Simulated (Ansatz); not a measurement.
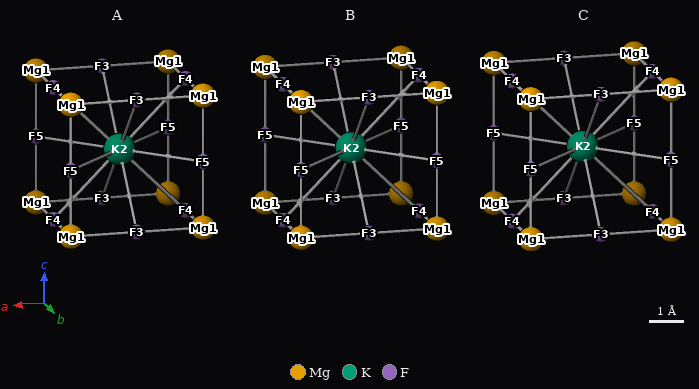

3 geometries from one relaxation of solid KMgF₃ (a generated structure, set up in Pm-3m), in shuffled order. Style: ball-and-stick. Shown: the cell of the calculation, from a free direction.

Case: Ag → K on all its sites, cell and atoms relaxed.

Theory: DFT PBE, scalar-relativistic, plane waves, PAW (Ansatz). (plane-wave cutoff 420 eV; k-point mesh 6 × 6 × 6; occupations gaussian; smearing width 0.02 eV; no spin polarisation; cell and atoms relaxed; force threshold 0.01 eV/Å; at most 60 steps)

### Put them in the order of the run, from the start to the converged end.

C, B, A. They are steps 0, 1, 7, at +0.382 eV per cell of the calculation, +84.1 meV per cell of the calculation relative to the last. The energy falls by 0.382 eV per cell of the calculation in 5 accepted moves (7 points after the start). All forces vanish by symmetry, so only the cell relaxes. Pressure: −7.98 GPa at the start and −0.01 GPa at the end. At 2 points the geometry stayed and the basis and grid were re-selected for the new cell (energy shift of 11.7 meV per cell of the calculation at most each time). No atom moves by more than 0.005 Å relative to the cell. Cell: a = b = c 4.303 → 4.054 Å (−5.8 %). Volume −16.4 %. Among the contacts that change: K2–F3 3.043 → 2.867 Å, Mg1–F3 2.152 → 2.027 Å. The space group stays Pm-3m (No. 221).
